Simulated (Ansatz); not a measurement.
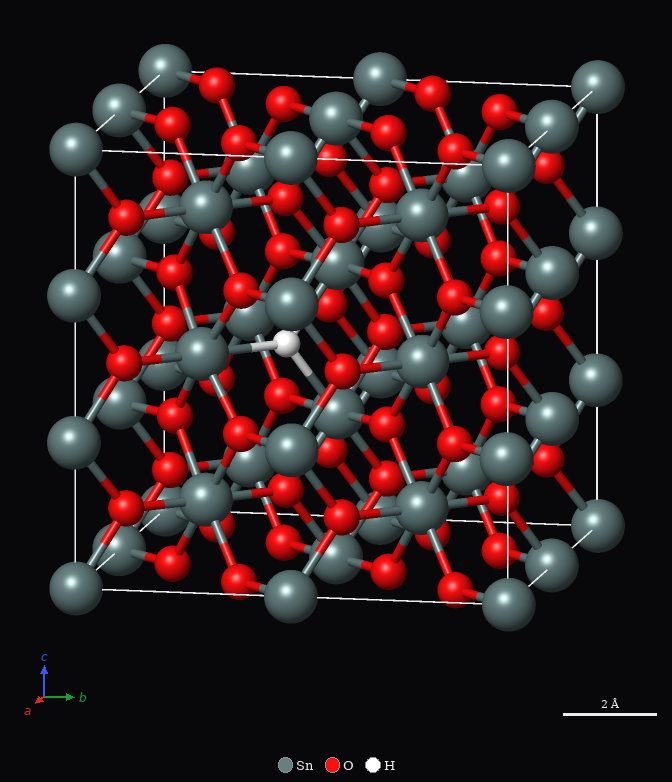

*The structure as given in the input (ball-and-stick view of the cell of the calculation, seen slightly off an axis).*

Near neighbours in the crystal (not all of them lie inside the picture): Sn has 6 O at 2.05 to 2.11 Å; Sn has 1 H at 2.10 to 2.19 Å and 5 O at 2.01 to 2.06 Å; O has 3 Sn at 2.01 to 2.11 Å; H has 3 Sn at 2.10 to 2.19 Å.

# Single-point calculation of Sn24O47H (charge −1) (part 1 of 2)

The run: single-point calculation of Sn24O47H (defect cell, 72 atoms in the cell, total charge −1). Method and program: DFT, HSE06, PAW, plane waves (Ansatz 0.2.0).

**Input**
```yaml
crystal:
  lattice:
    - [9.538092, 0.000000, 0.000000]
    - [0.000000, 9.538092, 0.000000]
    - [0.000000, 0.000000, 9.636303]
  atoms:
    - { symbol: Sn, position: [0.997779, 0.001919, 0.999821] }
    - { symbol: Sn, position: [0.001836, 0.997616, 0.332306] }
    - { symbol: Sn, position: [0.002070, 0.997754, 0.667391] }
    - { symbol: Sn, position: [0.000608, 0.498848, 0.999846] }
    - { symbol: Sn, position: [0.999912, 0.500715, 0.333554] }
    - { symbol: Sn, position: [0.000011, 0.500602, 0.666014] }
    - { symbol: Sn, position: [0.500672, 0.998921, 0.999784] }
    - { symbol: Sn, position: [0.498872, 0.999370, 0.333665] }
    - { symbol: Sn, position: [0.498851, 0.999425, 0.666113] }
    - { symbol: Sn, position: [0.499807, 0.500031, 0.999685] }
    - { symbol: Sn, position: [0.496666, 0.503351, 0.329381] }
    - { symbol: Sn, position: [0.496673, 0.502828, 0.669973] }
    - { symbol: Sn, position: [0.250570, 0.249449, 0.166361] }
    - { symbol: Sn, position: [0.248490, 0.248622, 0.499690] }
    - { symbol: Sn, position: [0.250546, 0.249512, 0.833219] }
    - { symbol: Sn, position: [0.248763, 0.750598, 0.165816] }
    - { symbol: Sn, position: [0.249889, 0.749544, 0.499835] }
    - { symbol: Sn, position: [0.248896, 0.750603, 0.833710] }
    - { symbol: Sn, position: [0.749061, 0.250444, 0.166793] }
    - { symbol: Sn, position: [0.756438, 0.242890, 0.499849] }
    - { symbol: Sn, position: [0.749170, 0.250477, 0.832966] }
    - { symbol: Sn, position: [0.750217, 0.749160, 0.166423] }
    - { symbol: Sn, position: [0.751186, 0.751141, 0.500041] }
    - { symbol: Sn, position: [0.750377, 0.749081, 0.833272] }
    - { symbol: O, position: [0.152275, 0.152989, 0.999648] }
    - { symbol: O, position: [0.153069, 0.152442, 0.332452] }
    - { symbol: O, position: [0.153229, 0.152759, 0.666667] }
    - { symbol: O, position: [0.152906, 0.651726, 0.999464] }
    - { symbol: O, position: [0.154813, 0.651389, 0.333447] }
    - { symbol: O, position: [0.154786, 0.651422, 0.665701] }
    - { symbol: O, position: [0.651994, 0.153504, 0.999769] }
    - { symbol: O, position: [0.648227, 0.158279, 0.336336] }
    - { symbol: O, position: [0.649148, 0.157404, 0.662977] }
    - { symbol: O, position: [0.652210, 0.652719, 0.999780] }
    - { symbol: O, position: [0.653115, 0.649611, 0.335231] }
    - { symbol: O, position: [0.654300, 0.647940, 0.663886] }
    - { symbol: O, position: [0.346950, 0.347714, 0.999964] }
    - { symbol: O, position: [0.352321, 0.345013, 0.335695] }
    - { symbol: O, position: [0.350090, 0.346525, 0.664492] }
    - { symbol: O, position: [0.347544, 0.846890, 0.000041] }
    - { symbol: O, position: [0.348043, 0.844717, 0.333913] }
    - { symbol: O, position: [0.348054, 0.844858, 0.666180] }
    - { symbol: O, position: [0.846203, 0.347355, 0.000220] }
    - { symbol: O, position: [0.841501, 0.350692, 0.336743] }
    - { symbol: O, position: [0.840866, 0.351364, 0.663205] }
    - { symbol: O, position: [0.846569, 0.847587, 0.000062] }
    - { symbol: O, position: [0.846894, 0.846330, 0.333027] }
    - { symbol: O, position: [0.847427, 0.846458, 0.667152] }
    - { symbol: O, position: [0.096410, 0.401724, 0.168125] }
    - { symbol: O, position: [0.095614, 0.401111, 0.499632] }
    - { symbol: O, position: [0.096366, 0.400982, 0.831517] }
    - { symbol: O, position: [0.096380, 0.902712, 0.165257] }
    - { symbol: O, position: [0.098019, 0.901976, 0.499790] }
    - { symbol: O, position: [0.096721, 0.902971, 0.834423] }
    - { symbol: O, position: [0.596734, 0.403720, 0.167594] }
    - { symbol: O, position: [0.596020, 0.402883, 0.832005] }
    - { symbol: O, position: [0.598278, 0.903097, 0.168105] }
    - { symbol: O, position: [0.598442, 0.903912, 0.499952] }
    - { symbol: O, position: [0.598004, 0.903238, 0.831636] }
    - { symbol: O, position: [0.403453, 0.096439, 0.166626] }
    - { symbol: O, position: [0.401239, 0.095707, 0.499971] }
    - { symbol: O, position: [0.403441, 0.097102, 0.832750] }
    - { symbol: O, position: [0.401714, 0.597673, 0.165209] }
    - { symbol: O, position: [0.405343, 0.594091, 0.499758] }
    - { symbol: O, position: [0.402296, 0.598149, 0.834128] }
    - { symbol: O, position: [0.901482, 0.097847, 0.168690] }
    - { symbol: O, position: [0.905592, 0.093967, 0.499869] }
    - { symbol: O, position: [0.901872, 0.098249, 0.831025] }
    - { symbol: O, position: [0.902687, 0.596233, 0.166878] }
    - { symbol: O, position: [0.904080, 0.598522, 0.499648] }
    - { symbol: O, position: [0.902947, 0.595793, 0.833076] }
    - { symbol: H, position: [0.593560, 0.404520, 0.500392] }
  symmetry: { detect: false }
kpoints:
  mp_grid: { grid: [1, 1, 1], shift: [0.25, 0.25, 0.25] }
hamiltonian:
  xc: hse06
total_charge: -1
scf:
  occupations: { method: fermi_dirac, width: 0.01 }
output:
  forces: true
  eigenvalues: true
  populations: true
  charged_corrections: { epsilon: 12 }
  eigenstates: { kpoints: [[0.25, 0.25, 0.25]], e_range: [-6.0, 6.0], localisation: true }
```

Machine: 8 threads of Arm Neoverse-V2, 18 GiB of memory available, shared host.

Launched with:
```bash
ansatz run in.yaml --threads 8 --pin off --max-ram 17100MiB --runs-dir r --events-out ev --progress --plain
```

**Log**
```
Pseudopotentials: kind: paw
Functional definition: HSE06
  parameter a = 0.25
  parameter omega = 0.11/bohr
  exchange = pbe_x - a*pbe_x_sr(omega) + a*exact_x_sr(omega)
  correlation = pbe_c
Crystal: 72 atoms, lattice volume = 876.665 Å³
Basis set: ecut = 420 eV, 17113 PW (Γ), exchange–correlation on 128×128×144 points (8 copies of the dense FFT grid, shifted against one another)
Bands: 382, of which v1, the nominal top of the filled ones, is band 310 counted from 1 (309 counted from 0)
Symmetry: 1 space group operations
k-points: 1
Non-local potential: Sn, projectors of the file, l = 0: 2, l = 1: 2, l = 2: 2, l = 3: 2
Non-local potential: O, projectors of the file, l = 0: 2, l = 1: 2, l = 2: 1
Non-local potential: H, projectors of the file, l = 0: 2, l = 1: 1
PAW form: soft (Blöchl's): semilocal exchange-correlation on the pseudo side does not see the compensation charge
PAW frozen core: Sn, regenerated for the run's functional, and the local potential with it (the file was generated under x = pbe(κ = 0.804, μ = 0.2195149727645171), c = pbe(β = 0.06672455060314922))
PAW frozen core: O, regenerated for the run's functional, and the local potential with it (the file was generated under x = pbe(κ = 0.804, μ = 0.2195149727645171), c = pbe(β = 0.06672455060314922))
PAW one-centre angular grid: Sn, 590 points (default); XC on 64 Gauss nodes
PAW one-centre angular grid: O, 110 points (default); XC on 96 Gauss nodes
PAW one-centre angular grid: H, 110 points (default); XC on 64 Gauss nodes
Initial density: superposition of atomic densities (neutral atoms scaled as one to the charged cell's electrons: chi_scale 0, normalization atom), corrected by the library's trained network
Initial wavefunctions: pseudopotential atomic-orbital guess
Functional: x = pbe(κ = 0.804, μ = 0.2195149727645171), c = pbe(β = 0.06672455060314922), warm-up for x = pbe(κ = 0.804, μ = 0.2195149727645171) + 0.25 (exact − pbe) at short range (hse, ω = 0.20786987370883472 Å⁻¹), c = pbe(β = 0.06672455060314922); HSE06 as pw.x's `hse` composes it (authors' and Libxc's form: `xc: wpbeh`)
SCF iter   1: F=—  HF=-171250.698328 eV  |F-HF|=—  |Δ(HF+E_count)|=         —  Δρ=5.45e-3  dr2=2.07e-1  ethr=1.77e-3  ⟨swp⟩=7.0  Hψ=1735  notcnv=0
preconditioner: auto → none  [insulator: Δε(μ)=0.850 eV  Ē_g=19.500 eV  σ=0.010 eV  W_gap=1.00  n_scr=250 (ndim 8)  ℏωp=31.2 eV  f_vac=0.029  D(μ)=0.00/eV (n_scr^D=0)]
SCF iter   2: F=—  HF=-171250.682401 eV  |F-HF|=—  |Δ(HF+E_count)|=   1.59e-2  Δρ=3.12e-3  dr2=8.71e-2  ethr=3.33e-5  ⟨swp⟩=17.0  Hψ=1278  notcnv=0  defer=1
SCF iter   3: F=—  HF=-171250.667278 eV  |F-HF|=—  |Δ(HF+E_count)|=   1.51e-2  Δρ=1.44e-3  dr2=1.84e-2  ethr=1.40e-5  ⟨swp⟩=14.0  Hψ=1110  notcnv=0  defer=1
SCF iter   4: F=—  HF=-171250.664527 eV  |F-HF|=—  |Δ(HF+E_count)|=   2.75e-3  Δρ=7.11e-4  dr2=3.24e-3  ethr=2.97e-6  ⟨swp⟩=13.0  Hψ=1002  notcnv=0  defer=1
iter 5 solved again at ethr=2.75e-8 eV; its pass at ethr=5.23e-7 eV (dr2=1.71e-4 eV) is discarded
SCF iter   5: F=—  HF=-171250.663872 eV  |F-HF|=—  |Δ(HF+E_count)|=   6.55e-4  Δρ=1.74e-4  dr2=1.67e-4  ethr=2.75e-8  ⟨swp⟩=4.0  Hψ=1685  notcnv=0  defer=2
SCF iter   6: F=—  HF=-171250.663892 eV  |F-HF|=—  |Δ(HF+E_count)|=   2.03e-5  Δρ=8.99e-5  dr2=7.37e-5  ethr=2.69e-8  ⟨swp⟩=5.0  Hψ=855  notcnv=0  defer=2
SCF iter   7: F=-171250.663883 eV  HF=-171250.663882 eV  |F-HF|=1.16e-6  |Δ(HF+E_count)|=   1.02e-5  Δρ=2.26e-5  dr2=2.22e-6  ethr=1.19e-8  ⟨swp⟩=4.0  Hψ=756  notcnv=0  defer=1
SCF 1 stopped early in 7 iterations: F = -171250.663883 eV  dr2 = 2.22e-6
  greatest PAW one-centre occupation: 0.996 electrons in one spin orbital (limit 2), on the Sn atom at site 2 (counted from 0), in its partial waves of l = 2
Initial density: handed on by an earlier stage of this run
Initial wavefunctions: those handed on with the density
Functional: x = pbe(κ = 0.804, μ = 0.2195149727645171) + 0.25 (exact − pbe) at short range (hse, ω = 0.20786987370883472 Å⁻¹), c = pbe(β = 0.06672455060314922); HSE06 as pw.x's `hse` composes it (authors' and Libxc's form: `xc: wpbeh`)
Exchange kernel: α = 0.2500, screened, ω = 0.2079 Å⁻¹, Wigner–Seitz truncation, v(0) = 883.5903 eV·Å³, q-mesh 1×1×1, nearest image of the exchange supercell L = 9.54 Å, pair-density grid 48×48×48, without the augmentation charges, whose exchange is taken in its separable form (sized by the pseudopotential files, 64×64×72 at the most), smooth part of the exchange summed in real space on grids 66×66
Frozen-core exchange: fock
SCF iter   1: F=—  HF=-171341.208233 eV  |F-HF|=—  |Δ(HF+E_count)|=         —  Δρ=1.00e-2  dr2=5.95e-1  ethr=3.58e-9  ⟨swp⟩=20.0  Hψ=3064  notcnv=0
preconditioner: auto → none  [insulator: Δε(μ)=1.063 eV  Ē_g=22.197 eV  σ=0.010 eV  W_gap=1.00  n_scr=250 (ndim 8)  ℏωp=31.2 eV  f_vac=0.027  D(μ)=0.00/eV (n_scr^D=0)]
SCF iter   2: F=—  HF=-171341.050559 eV  |F-HF|=—  |Δ(HF+E_count)|=   1.58e-1  Δρ=5.51e-3  dr2=1.23e-1  ethr=3.58e-9  ⟨swp⟩=7.0  Hψ=2034  notcnv=0
SCF iter   3: F=—  HF=-171341.303350 eV  |F-HF|=—  |Δ(HF+E_count)|=   2.53e-1  Δρ=2.75e-3  dr2=6.64e-2  ethr=3.58e-9  ⟨swp⟩=7.0  Hψ=1966  notcnv=0
SCF iter   4: F=—  HF=-171341.284318 eV  |F-HF|=—  |Δ(HF+E_count)|=   1.90e-2  Δρ=3.70e-4  dr2=2.97e-3  ethr=3.58e-9  ⟨swp⟩=6.0  Hψ=1888  notcnv=0
SCF iter   5: F=—  HF=-171341.288106 eV  |F-HF|=—  |Δ(HF+E_count)|=   3.79e-3  Δρ=3.85e-4  dr2=1.30e-3  ethr=3.58e-9  ⟨swp⟩=7.0  Hψ=1657  notcnv=0
SCF iter   6: F=-171341.287771 eV  HF=-171341.287791 eV  |F-HF|=2.01e-5  |Δ(HF+E_count)|=   3.14e-4  Δρ=8.79e-5  dr2=5.43e-5  ethr=3.58e-9  ⟨swp⟩=5.0  Hψ=1378  notcnv=0
SCF 2 stopped early in 6 iterations: F = -171341.287771 eV  dr2 = 5.43e-5
  Residual-converged pass: ⟨swp⟩=3.0  Hψ=751  notcnv=0  max |occ|·‖R‖ = 6.3e-6 eV (tolerance 6.7e-6 eV)  dr2=5.42e-5  dr2_onsite=6.85e-6  max |Δocc| = 0.0e0
hybrid outer 1: dexx = +2.850e-1 eV, tail = 1.07e-3 eV
SCF iter   1: F=—  HF=-171341.279129 eV  |F-HF|=—  |Δ(HF+E_count)|=         —  Δρ=7.68e-5  dr2=7.66e-5  ethr=8.63e-7  ⟨swp⟩=16.0  Hψ=945  notcnv=0
preconditioner: auto → none  [insulator: Δε(μ)=1.019 eV  Ē_g=22.224 eV  σ=0.010 eV  W_gap=1.00  n_scr=250 (ndim 8)  ℏωp=31.2 eV  f_vac=0.033  D(μ)=0.00/eV (n_scr^D=0)]
SCF iter   2: F=—  HF=-171341.279144 eV  |F-HF|=—  |Δ(HF+E_count)|=   1.54e-5  Δρ=2.42e-5  dr2=5.30e-6  ethr=9.72e-9  ⟨swp⟩=4.0  Hψ=1111  notcnv=0
SCF iter   3: F=—  HF=-171341.279158 eV  |F-HF|=—  |Δ(HF+E_count)|=   1.38e-5  Δρ=1.59e-5  dr2=1.18e-6  ethr=5.06e-10  ⟨swp⟩=8.0  Hψ=1289  notcnv=0  defer=2
SCF iter   4: F=—  HF=-171341.279158 eV  |F-HF|=—  |Δ(HF+E_count)|=   2.94e-8  Δρ=6.20e-6  dr2=1.47e-7  ethr=1.62e-10  ⟨swp⟩=5.0  Hψ=772  notcnv=0  defer=1
SCF iter   5: F=—  HF=-171341.279158 eV  |F-HF|=—  |Δ(HF+E_count)|=   3.54e-7  Δρ=4.34e-6  dr2=1.45e-7  ethr=1.89e-11  ⟨swp⟩=9.0  Hψ=1214  notcnv=0  defer=8
SCF iter   6: F=-171341.279158 eV  HF=-171341.279158 eV  |F-HF|=4.02e-9  |Δ(HF+E_count)|=   2.12e-8  Δρ=5.95e-7  dr2=5.33e-9  ethr=1.89e-11  ⟨swp⟩=7.0  Hψ=839  notcnv=0  defer=2
SCF 3 converged in 6 iterations: F = -171341.279158 eV  dr2 = 5.33e-9
  Residual-converged pass: ⟨swp⟩=4.0  Hψ=836  notcnv=0  max |occ|·‖R‖ = 2.2e-6 eV (tolerance 2.7e-6 eV)  dr2=6.09e-9  dr2_onsite=1.96e-10  max |Δocc| = 0.0e0
```

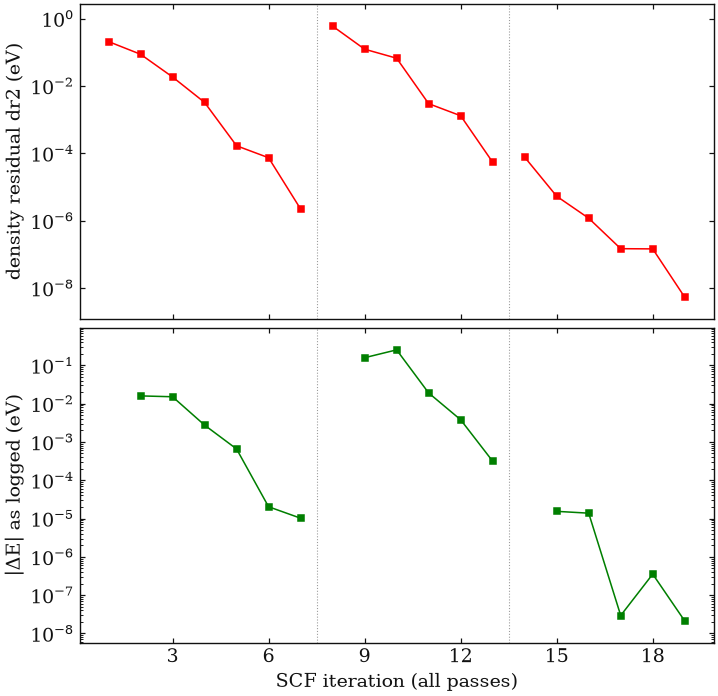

*Convergence of the self-consistent field: density residual dr2 and size of the energy change against the SCF iteration. The run starts with a semilocal functional; after that each stretch between dotted lines is one SCF of the hybrid functional between two exact rebuilds of the exchange operator by the outer loop. Early passes are stopped at a loose threshold.*

The passes take 7, 6 and 6 iterations.
